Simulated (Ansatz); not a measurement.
**Al$_{2}$As$_{2}$H: geometry relaxation (part 1 of 2)**

Al$_{2}$As$_{2}$H (slab, 10 atoms in the cell), computed with DFT PBEsol, scalar-relativistic, plane waves, PAW, no spin polarisation (Ansatz 0.2.0).

The structure derives from an entry of the Crystallography Open Database. The input holds or restrains some coordinates. Forces given for the steps count only the free coordinates. It belongs to a series of runs on one base structure; here: H2 put at a top As site.

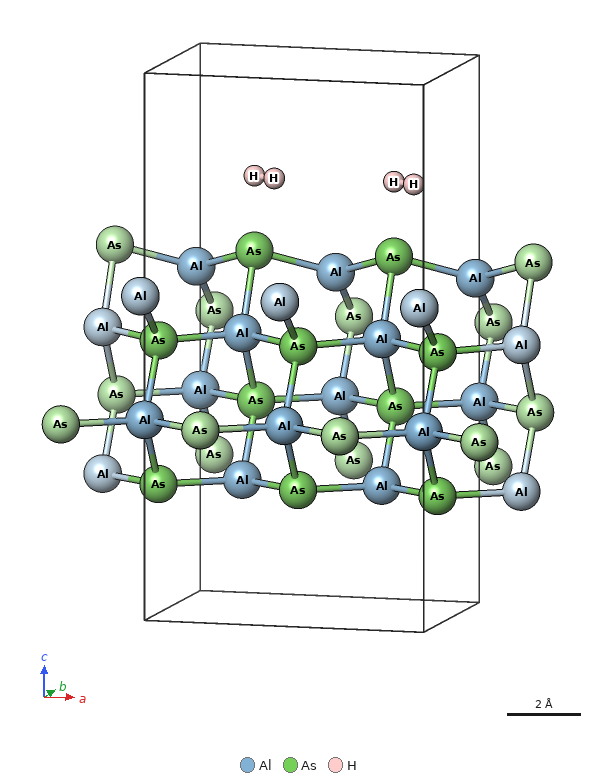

*The input geometry (ball-and-stick view of the 2 × 1 repeat of the cell, with the vacuum cut short, seen slightly off an axis; neighbours outside the cell are drawn fainter). An atom can appear more than once, as a periodic image.*

## Summary

| quantity | value |
| --- | --- |
| outcome | converged under the restraints of the input |
| electrons treated | 74 |
| free energy | −21381.9920 eV |
| work function, top face | 4.78 eV |
| work function, bottom face | 4.42 eV |
| Fermi energy | −0.917 eV |
| gap on the k-point mesh | 0.93 eV |
| final volume | 569.67 Å³ |
| work function (upper face) | 4.78 eV |
| largest force (length of the vector) at the end, held atoms and coordinates included | 1.771 eV/Å |
| hardware | 4 threads of Intel Xeon @ 2.50GHz (Skylake/Cascade Lake), 32 GiB of memory available, shared host |
| wall time | 5 min (CPU time 19 min) |
| peak memory | 1.3 GiB |

## Notes

The program warns: the exchange-correlation potential is rough where the density is thin.

## The input
```yaml
crystal:
  lattice:
    - [4.0125456551, 0.0, 0.0]
    - [0.0, 5.6745964851, 0.0]
    - [0.0, 0.0, 25.0188184827]
  atoms:
    - { symbol: Al, position: [0.5, 0.5, 0.3397442611] }
    - { symbol: As, position: [0.0, 0.25, 0.3397442611] }
    - { symbol: Al, position: [0.0, 0.0, 0.4199348117] }
    - { symbol: As, position: [0.5, 0.75, 0.4199348117] }
    - { symbol: Al, position: [0.5, 0.5024042717, 0.5037422482] }
    - { symbol: As, position: [0.0, 0.2548787233, 0.500393221] }
    - { symbol: Al, position: [0.0, -0.0743761872, 0.5609226279] }
    - { symbol: As, position: [0.5, 0.7192183136, 0.58860953] }
    - { symbol: H, position: [0.5, 0.7192183136, 0.6725463475] }
    - { symbol: H, position: [0.6662135331, 0.6587624805, 0.6725463475] }
basis:
  ecutwfc: 420
kpoints:
  mp_grid: { grid: [7, 5, 1] }
hamiltonian:
  xc: pbesol
scf:
  occupations: { method: gaussian, width: 0.05 }
output:
  forces: true
  eigenvalues: true
  write_density: true
  write_potential: true
  elf: true
  volumetric_format: npy
relax:
  adjacent_minimum: "off"
  f_tol: 0.03
  max_steps: 70
  constraints: [{ sites: [0, 1, 2, 3] }]
efield:
  axis: 3
  dipole_correction: true
  ramp_width: 0.04
```

Launch command:
```bash
ansatz run input.yaml --threads 4 --pin off --max-ram 10240MiB --backend cpu --events-out ev --progress --plain --runs-dir out
```

## Log
```
Engine: ansatz 0.2.0, x86_64-unknown-linux-gnu
Pseudopotentials: kind: paw
Pseudopotential: Al, paw, valence charge 3, recommended cutoff 420 eV (normal), Al.paw.azcp
Pseudopotential: As, paw, valence charge 15, recommended cutoff 420 eV (normal), As.paw.azcp
Pseudopotential: H, paw, valence charge 1, recommended cutoff 420 eV (normal), H.paw.azcp
Functional definition: PBEsol
  exchange = pbesol_x
  correlation = pbesol_c
Crystal: 10 atoms, lattice volume = 569.668 Å³
Basis set: ecut = 420 eV, 11205 PW (Γ), exchange–correlation on 54×80×360 points (8 copies of the dense FFT grid, shifted against one another)
Bands: 47, of which v1, the nominal top of the filled ones, is band 37 counted from 1 (36 counted from 0)
Symmetry: 1 space group operations
Space group: P1 (ITA 1), of the structure as read, at distance tolerance 8.3e-5 Å
k-points: 18 of 35 (time reversal used)
Non-local potential: Al, projectors of the file, l = 0: 2, l = 1: 2, l = 2: 1
Non-local potential: As, projectors of the file, l = 0: 2, l = 1: 2, l = 2: 3, l = 3: 1
Non-local potential: H, projectors of the file, l = 0: 2, l = 1: 1
PAW form: soft (Blöchl's): semilocal exchange-correlation on the pseudo side does not see the compensation charge
PAW frozen core: Al, regenerated for the run's functional, and the local potential with it (the file was generated under x = pbe(κ = 0.804, μ = 0.2195149727645171), c = pbe(β = 0.06672455060314922))
PAW frozen core: As, regenerated for the run's functional, and the local potential with it (the file was generated under x = pbe(κ = 0.804, μ = 0.2195149727645171), c = pbe(β = 0.06672455060314922))
PAW one-centre angular grid: Al, 110 points (default); XC on 64 Gauss nodes
PAW one-centre angular grid: As, 590 points (default); XC on 64 Gauss nodes
PAW one-centre angular grid: H, 110 points (default); XC on 64 Gauss nodes
Initial density: superposition of atomic densities (neutral atoms: chi_scale 0, normalization atom), corrected by the library's trained network
Initial wavefunctions: pseudopotential atomic-orbital guess
Functional: x = pbesol(κ = 0.804, μ = 0.12345679012345678), c = pbesol(β = 0.046)
SCF iter   1: F=—  HF=-21381.177119 eV  |F-HF|=—  |Δ(HF+E_count)|=         —  Δρ=2.55e-3  dr2=1.08e-1  ethr=1.77e-3  p=0.042 e·Å  D=1.33e-2 V/Å  ΔV_dip=-0.33 eV  dr2_dipole=3.09e-3  V_vac-E_F(+/−)=4.35/4.68 eV  ⟨swp⟩=8.2  Hψ=3816  notcnv=0  defer=12
efield: sawtooth ramp at fractional position 0.9861 (placed from the atoms, in the widest stretch of the axis that holds none; the zero of the levels goes with the place), width 0.0400; the density the first Hamiltonian is built on has a dipole p = 0.042 e·Å; the dipole correction subtracts the counter field D = 1.33e-2 V/Å, which shifts the + side's vacuum level by -0.33 eV against the − side's; the planar-averaged density in the ramp window peaks in size at 1.3e-5 e/Å³
preconditioner: auto → Resta (q_TF=auto, 1.942 Å⁻¹)  ε∞=2.3  [insulator: Δε(μ)=0.770 eV  Ē_g=8.040 eV  σ=0.050 eV  W_gap=1.00  n_scr=70 (ndim 8)  ℏωp=9.1 eV  f_vac=0.598  D(μ)=0.00/eV (n_scr^D=0)  ε∞_Penn≈2.3  vacuum switching on, ρ_ref=4.7e-3 e/Å³]
SCF iter   2: F=—  HF=-21381.160140 eV  |F-HF|=—  |Δ(HF+E_count)|=   1.70e-2  Δρ=1.22e-3  dr2=6.78e-2  ethr=1.46e-4  p=0.011 e·Å  D=3.50e-3 V/Å  ΔV_dip=-0.09 eV  dr2_dipole=2.90e-2  V_vac-E_F(+/−)=4.37/4.46 eV  ⟨swp⟩=3.1  Hψ=1400  notcnv=0  defer=75
SCF iter   3: F=—  HF=-21381.162411 eV  |F-HF|=—  |Δ(HF+E_count)|=   2.27e-3  Δρ=1.19e-3  dr2=9.92e-2  ethr=9.16e-5  p=0.088 e·Å  D=2.80e-2 V/Å  ΔV_dip=-0.70 eV  dr2_dipole=3.77e-2  V_vac-E_F(+/−)=3.95/4.66 eV  ⟨swp⟩=3.5  Hψ=1105  notcnv=0  defer=75
SCF iter   4: F=—  HF=-21381.152076 eV  |F-HF|=—  |Δ(HF+E_count)|=   1.03e-2  Δρ=3.80e-4  dr2=1.33e-3  ethr=9.16e-5  p=0.053 e·Å  D=1.67e-2 V/Å  ΔV_dip=-0.42 eV  dr2_dipole=3.59e-5  V_vac-E_F(+/−)=4.08/4.50 eV  ⟨swp⟩=2.5  Hψ=1070  notcnv=0  defer=73
SCF iter   5: F=—  HF=-21381.152590 eV  |F-HF|=—  |Δ(HF+E_count)|=   5.14e-4  Δρ=1.76e-4  dr2=3.81e-4  ethr=1.80e-6  p=0.054 e·Å  D=1.71e-2 V/Å  ΔV_dip=-0.43 eV  dr2_dipole=4.00e-6  V_vac-E_F(+/−)=4.07/4.50 eV  ⟨swp⟩=2.0  Hψ=1020  notcnv=0  defer=73
SCF iter   6: F=—  HF=-21381.152640 eV  |F-HF|=—  |Δ(HF+E_count)|=   5.03e-5  Δρ=7.25e-5  dr2=3.78e-5  ethr=5.15e-7  p=0.054 e·Å  D=1.72e-2 V/Å  ΔV_dip=-0.43 eV  dr2_dipole=2.26e-7  V_vac-E_F(+/−)=4.06/4.49 eV  ⟨swp⟩=2.0  Hψ=922  notcnv=0  defer=73
SCF iter   7: F=-21381.152673 eV  HF=-21381.152671 eV  |F-HF|=2.22e-6  |Δ(HF+E_count)|=   3.03e-5  Δρ=2.09e-5  dr2=5.24e-6  ethr=3.04e-8  p=0.054 e·Å  D=1.73e-2 V/Å  ΔV_dip=-0.43 eV  dr2_dipole=2.49e-7  V_vac-E_F(+/−)=4.06/4.50 eV  ⟨swp⟩=23.2  Hψ=8614  notcnv=0
SCF 1 converged in 7 iterations: F = -21381.152673 eV  dr2 = 5.24e-6
  greatest PAW one-centre occupation: 0.999 electrons in one spin orbital (limit 2), on the As atom at site 7 (counted from 0), in its partial waves of l = 2
relax step   1: F+E_penalty+E_count = -21381.15267279 eV  Δ(F+E_penalty+E_count) = +0.000e0 eV  max|allowed force component| = 1.732e0 eV/Å  Δτ_max = 0.0000 Å  (7 SCF iters, dr2 threshold 2.25e-5 eV, accepted)
Initial density: handed on by an earlier stage of this run
Initial wavefunctions: those handed on with the density
iter 1 solved again at ethr=2.39e-4 eV; its pass at ethr=3.10e-3 eV (dr2=1.77e-1 eV) is discarded
SCF iter   1: F=—  HF=-21381.638451 eV  |F-HF|=—  |Δ(HF+E_count)|=         —  Δρ=7.22e-3  dr2=1.79e-1  ethr=2.39e-4  p=0.054 e·Å  D=1.73e-2 V/Å  ΔV_dip=-0.43 eV  dr2_dipole=1.31e-2  V_vac-E_F(+/−)=4.06/4.49 eV  ⟨swp⟩=1.7  Hψ=2962  notcnv=0  defer=72
efield: sawtooth ramp at fractional position 0.9861 (handed on by an earlier solve), width 0.0400; the density the first Hamiltonian is built on has a dipole p = 0.054 e·Å; the dipole correction subtracts the counter field D = 1.73e-2 V/Å, which shifts the + side's vacuum level by -0.43 eV against the − side's; the planar-averaged density in the ramp window peaks in size at 4.8e-7 e/Å³
preconditioner: auto → Resta (q_TF=auto, 1.942 Å⁻¹)  ε∞=2.3  [insulator: Δε(μ)=0.835 eV  Ē_g=8.069 eV  σ=0.050 eV  W_gap=1.00  n_scr=70 (ndim 8)  ℏωp=9.1 eV  f_vac=0.600  D(μ)=0.00/eV (n_scr^D=0)  ε∞_Penn≈2.3  vacuum switching on, ρ_ref=4.7e-3 e/Å³]
SCF iter   2: F=—  HF=-21381.616782 eV  |F-HF|=—  |Δ(HF+E_count)|=   2.17e-2  Δρ=3.62e-3  dr2=1.04e-1  ethr=2.39e-4  p=-0.015 e·Å  D=-4.90e-3 V/Å  ΔV_dip=0.12 eV  dr2_dipole=2.41e-2  V_vac-E_F(+/−)=4.46/4.34 eV  ⟨swp⟩=3.2  Hψ=1229  notcnv=0  defer=73
SCF iter   3: F=—  HF=-21381.638540 eV  |F-HF|=—  |Δ(HF+E_count)|=   2.18e-2  Δρ=2.09e-3  dr2=2.80e-1  ethr=1.41e-4  p=0.084 e·Å  D=2.66e-2 V/Å  ΔV_dip=-0.67 eV  dr2_dipole=1.19e-1  V_vac-E_F(+/−)=3.99/4.66 eV  ⟨swp⟩=3.5  Hψ=1432  notcnv=0  defer=72  recentre
SCF iter   4: F=—  HF=-21381.605080 eV  |F-HF|=—  |Δ(HF+E_count)|=   3.35e-2  Δρ=7.26e-4  dr2=1.61e-3  ethr=1.41e-4  p=0.008 e·Å  D=2.59e-3 V/Å  ΔV_dip=-0.06 eV  dr2_dipole=1.49e-6  V_vac-E_F(+/−)=4.37/4.44 eV  ⟨swp⟩=3.7  Hψ=1097  notcnv=0  defer=72
SCF iter   5: F=—  HF=-21381.605560 eV  |F-HF|=—  |Δ(HF+E_count)|=   4.80e-4  Δρ=1.02e-4  dr2=1.09e-4  ethr=2.18e-6  p=0.009 e·Å  D=2.74e-3 V/Å  ΔV_dip=-0.07 eV  dr2_dipole=3.22e-6  V_vac-E_F(+/−)=4.36/4.43 eV  ⟨swp⟩=2.1  Hψ=1184  notcnv=0  defer=71
SCF iter   6: F=-21381.605607 eV  HF=-21381.605601 eV  |F-HF|=6.45e-6  |Δ(HF+E_count)|=   4.08e-5  Δρ=3.94e-5  dr2=1.67e-5  ethr=1.35e-7  p=0.010 e·Å  D=3.27e-3 V/Å  ΔV_dip=-0.08 eV  dr2_dipole=1.97e-8  V_vac-E_F(+/−)=4.36/4.44 eV  ⟨swp⟩=20.7  Hψ=7834  notcnv=0
SCF 2 converged in 6 iterations: F = -21381.605607 eV  dr2 = 1.67e-5
relax step   2: F+E_penalty+E_count = -21381.60560703 eV  Δ(F+E_penalty+E_count) = -4.529e-1 eV  max|allowed force component| = 5.400e-1 eV/Å  Δτ_max = 0.1949 Å  (6 SCF iters, dr2 threshold 1.00e-4 eV, accepted)
[... from here on the SCF iterations and repeated set-up lines of each step are left out, up to the last step ...]
SCF 3 converged in 6 iterations: F = -21381.762600 eV  dr2 = 7.98e-6
relax step   3: F+E_penalty+E_count = -21381.76260018 eV  Δ(F+E_penalty+E_count) = -1.570e-1 eV  max|allowed force component| = 2.826e-1 eV/Å  Δτ_max = 0.1950 Å  (6 SCF iters, dr2 threshold 1.82e-5 eV, accepted)
SCF 4 converged in 7 iterations: F = -21381.852926 eV  dr2 = 8.71e-7
relax step   4: F+E_penalty+E_count = -21381.85292600 eV  Δ(F+E_penalty+E_count) = -9.033e-2 eV  max|allowed force component| = 2.305e-1 eV/Å  Δτ_max = 0.2000 Å  (7 SCF iters, dr2 threshold 7.76e-6 eV, accepted)
SCF 5 converged in 6 iterations: F = -21381.909967 eV  dr2 = 1.05e-5
relax step   5: F+E_penalty+E_count = -21381.90996750 eV  Δ(F+E_penalty+E_count) = -5.704e-2 eV  max|allowed force component| = 1.281e-1 eV/Å  Δτ_max = 0.2000 Å  (6 SCF iters, dr2 threshold 1.45e-5 eV, accepted)
SCF 6 converged in 7 iterations: F = -21381.943685 eV  dr2 = 8.78e-7
relax step   6: F+E_penalty+E_count = -21381.94368544 eV  Δ(F+E_penalty+E_count) = -3.372e-2 eV  max|allowed force component| = 1.344e-1 eV/Å  Δτ_max = 0.2000 Å  (7 SCF iters, dr2 threshold 5.06e-6 eV, accepted)
SCF 7 converged in 9 iterations: F = -21381.963458 eV  dr2 = 2.87e-9
relax step   7: F+E_penalty+E_count = -21381.96345850 eV  Δ(F+E_penalty+E_count) = -1.977e-2 eV  max|allowed force component| = 1.417e-1 eV/Å  Δτ_max = 0.2000 Å  (9 SCF iters, dr2 threshold 5.58e-6 eV, accepted)
SCF 8 converged in 6 iterations: F = -21381.974998 eV  dr2 = 1.05e-5
relax step   8: F+E_penalty+E_count = -21381.97499841 eV  Δ(F+E_penalty+E_count) = -1.154e-2 eV  max|allowed force component| = 3.534e-2 eV/Å  Δτ_max = 0.2000 Å  (6 SCF iters, dr2 threshold 2.01e-5 eV, accepted)
SCF 9 converged in 8 iterations: F = -21381.978452 eV  dr2 = 3.69e-8
relax step   9: F+E_penalty+E_count = -21381.97845169 eV  Δ(F+E_penalty+E_count) = -3.453e-3 eV  max|allowed force component| = 3.514e-1 eV/Å  Δτ_max = 0.1945 Å  (8 SCF iters, accepted)
SCF 10 converged in 6 iterations: F = -21381.983267 eV  dr2 = 4.85e-7
relax step  10: F+E_penalty+E_count = -21381.98326746 eV  Δ(F+E_penalty+E_count) = -4.816e-3 eV  max|allowed force component| = 2.715e-1 eV/Å  Δτ_max = 0.1006 Å  (6 SCF iters, dr2 threshold 7.72e-6 eV, accepted)
SCF 11 converged in 5 iterations: F = -21381.989774 eV  dr2 = 3.32e-5
relax step  11: F+E_penalty+E_count = -21381.98977362 eV  Δ(F+E_penalty+E_count) = -6.506e-3 eV  max|allowed force component| = 1.938e-2 eV/Å  Δτ_max = 0.1724 Å  (5 SCF iters, dr2 threshold 4.40e-5 eV, accepted)
SCF 12 converged in 6 iterations: F = -21381.989792 eV  dr2 = 7.81e-9
relax step  12: F+E_penalty+E_count = -21381.98979226 eV  Δ(F+E_penalty+E_count) = -1.864e-5 eV  max|allowed force component| = 1.923e-2 eV/Å  Δτ_max = 0.0000 Å  (6 SCF iters, accepted)
SCF 13 converged in 6 iterations: F = -21381.990729 eV  dr2 = 8.86e-8
relax step  13: F+E_penalty+E_count = -21381.99072850 eV  Δ(F+E_penalty+E_count) = -9.362e-4 eV  max|allowed force component| = 8.167e-2 eV/Å  Δτ_max = 0.0607 Å  (6 SCF iters, accepted)
SCF 14 converged in 5 iterations: F = -21381.990801 eV  dr2 = 5.57e-6
relax step  14: F+E_penalty+E_count = -21381.99080117 eV  Δ(F+E_penalty+E_count) = -7.267e-5 eV  max|allowed force component| = 1.337e-1 eV/Å  Δτ_max = 0.0456 Å  (5 SCF iters, dr2 threshold 6.57e-6 eV, accepted)
SCF 15 converged in 4 iterations: F = -21381.991370 eV  dr2 = 3.45e-6
relax step  15: F+E_penalty+E_count = -21381.99136988 eV  Δ(F+E_penalty+E_count) = -5.687e-4 eV  max|allowed force component| = 3.976e-2 eV/Å  Δτ_max = 0.0259 Å  (4 SCF iters, dr2 threshold 1.79e-5 eV, accepted)
SCF 16 converged in 6 iterations: F = -21381.991803 eV  dr2 = 3.07e-8
relax step  16: F+E_penalty+E_count = -21381.99180313 eV  Δ(F+E_penalty+E_count) = -4.332e-4 eV  max|allowed force component| = 7.708e-3 eV/Å  Δτ_max = 0.0519 Å  (6 SCF iters, accepted)
SCF 17 converged in 7 iterations: F = -21381.991786 eV  dr2 = 2.61e-8
relax step  17: F+E_penalty+E_count = -21381.99178628 eV  Δ(F+E_penalty+E_count) = +1.685e-5 eV  max|allowed force component| = 9.448e-2 eV/Å  Δτ_max = 0.0611 Å  (7 SCF iters, rejected (line search))
SCF 18 converged in 7 iterations: F = -21381.991912 eV  dr2 = 3.21e-9
relax step  18: F+E_penalty+E_count = -21381.99191244 eV  Δ(F+E_penalty+E_count) = -1.093e-4 eV  max|allowed force component| = 1.405e-2 eV/Å  Δτ_max = 0.0298 Å  (7 SCF iters, accepted)
SCF 19 converged in 8 iterations: F = -21381.991986 eV  dr2 = 9.10e-9
relax step  19: F+E_penalty+E_count = -21381.99198616 eV  Δ(F+E_penalty+E_count) = -7.373e-5 eV  max|allowed force component| = 3.823e-2 eV/Å  Δτ_max = 0.0506 Å  (8 SCF iters, accepted)
SCF 20 converged in 5 iterations: F = -21381.992039 eV  dr2 = 4.94e-7
relax step  20: F+E_penalty+E_count = -21381.99203900 eV  Δ(F+E_penalty+E_count) = -5.284e-5 eV  max|allowed force component| = 2.296e-2 eV/Å  Δτ_max = 0.0186 Å  (5 SCF iters, dr2 threshold 1.46e-6 eV, accepted)
iter 1 solved again at ethr=6.77e-10 eV; its pass at ethr=3.10e-3 eV (dr2=5.01e-7 eV) is discarded
SCF iter   1: F=—  HF=-21381.992036 eV  |F-HF|=—  |Δ(HF+E_count)|=         —  Δρ=2.81e-6  dr2=5.02e-7  ethr=6.77e-10  p=-0.045 e·Å  D=-1.44e-2 V/Å  ΔV_dip=0.36 eV  dr2_dipole=1.73e-7  V_vac-E_F(+/−)=4.78/4.42 eV  ⟨swp⟩=1.0  Hψ=2124  notcnv=0
efield: sawtooth ramp at fractional position 0.9861 (handed on by an earlier solve), width 0.0400; the density the first Hamiltonian is built on has a dipole p = -0.045 e·Å; the dipole correction subtracts the counter field D = -1.44e-2 V/Å, which shifts the + side's vacuum level by +0.36 eV against the − side's; the planar-averaged density in the ramp window peaks in size at 8.3e-7 e/Å³
SCF iter   2: F=—  HF=-21381.992040 eV  |F-HF|=—  |Δ(HF+E_count)|=   3.42e-6  Δρ=2.93e-6  dr2=9.83e-7  ethr=6.77e-10  p=-0.045 e·Å  D=-1.44e-2 V/Å  ΔV_dip=0.36 eV  dr2_dipole=3.71e-7  V_vac-E_F(+/−)=4.78/4.42 eV  ⟨swp⟩=2.0  Hψ=1010  notcnv=0
SCF iter   3: F=-21381.992040 eV  HF=-21381.992040 eV  |F-HF|=2.44e-9  |Δ(HF+E_count)|=   1.16e-7  Δρ=9.97e-7  dr2=1.63e-8  ethr=1.35e-10  p=-0.045 e·Å  D=-1.44e-2 V/Å  ΔV_dip=0.36 eV  dr2_dipole=4.45e-9  V_vac-E_F(+/−)=4.78/4.42 eV  ⟨swp⟩=7.6  Hψ=4865  notcnv=0
SCF 21 converged in 3 iterations: F = -21381.992040 eV  dr2 = 1.63e-8
relax step  21: F+E_penalty+E_count = -21381.99203954 eV  Δ(F+E_penalty+E_count) = -5.397e-7 eV  max|allowed force component| = 2.299e-2 eV/Å  Δτ_max = 0.0000 Å  (3 SCF iters, accepted)
```

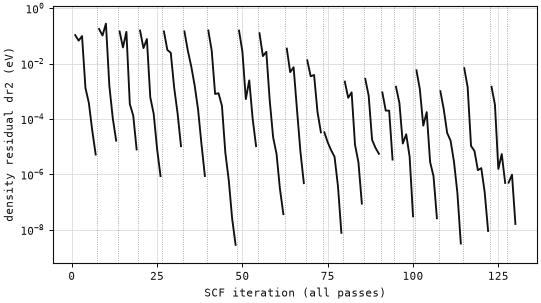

*Convergence of the self-consistent field: density residual dr2 against the SCF iteration. The dotted lines part the SCF passes of the relaxation: geometry steps, rejected trials and re-solves on a re-selected basis.*

The 21 passes take 3 to 9 iterations each, 130 in all.

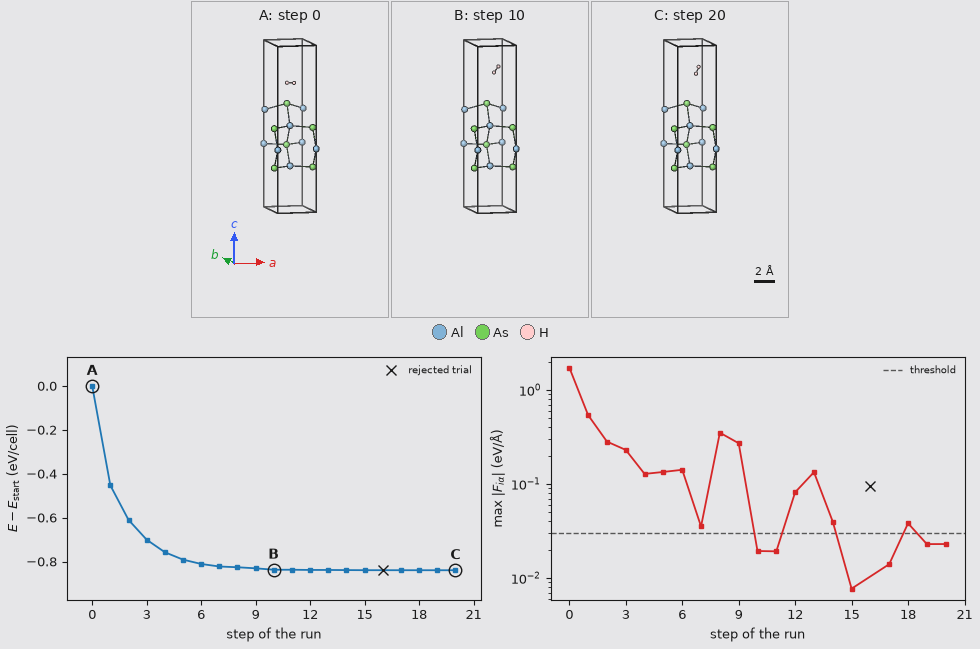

*Frames of the restrained relaxation (ball-and-stick view of the cell of the calculation, with the vacuum cut short, seen slightly off an axis) above the curves, on which the letters mark them (the first geometry is step 0 here and step 1 in the log).*

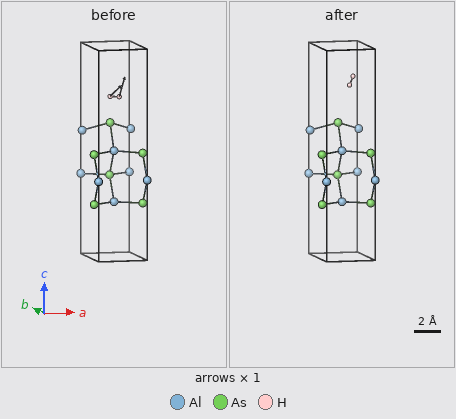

*Before (left) and after (right) the restrained relaxation, at one scale (ball-and-stick view of the cell of the calculation, with the vacuum cut short, seen slightly off an axis). The black arrows give the displacements, at true length.*

The energy falls by 0.839 eV per cell of the calculation in 20 geometry steps. Largest force component: 1.7 eV/Å at the start, 0.023 eV/Å at the end. The line search rejected the trial step at point 16 (counted from 0) and went back. H10 moves most: 1.70 Å. Largest moves by element: H 1.70 Å, Al 0.01 Å. As stays in place. The lattice vectors keep their values. Among the contacts that change: H9–H10 0.750 → 0.761 Å. (Atoms are counted from 1 in the order of the input.)
